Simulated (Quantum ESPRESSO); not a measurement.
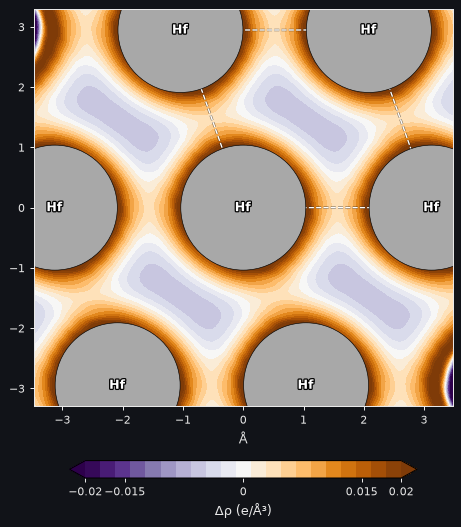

Hf. Difference of the valence pseudo-densities of two functionals at the same geometry, on the (001) plane of the calculation cell: one of LDA and PBE less the other.

Space group Im-3m.

Both computed with Quantum ESPRESSO (plane waves, pseudopotentials), on the same k-point mesh. Grey discs cover the atomic cores.

```yaml
crystal:
  lattice:
    - [-1.80500, 1.80500, 1.80500]
    - [1.80500, -1.80500, 1.80500]
    - [1.80500, 1.80500, -1.80500]
  atoms:
    - { symbol: Hf, position: [0.00000, 0.00000, 0.00000] }
```

Which was subtracted from which, and what does the map show?

It is LDA less PBE. Against PBE, LDA gives more density around Hf (+0.011 e/Å³ on average at 1.2 Å from the nucleus).
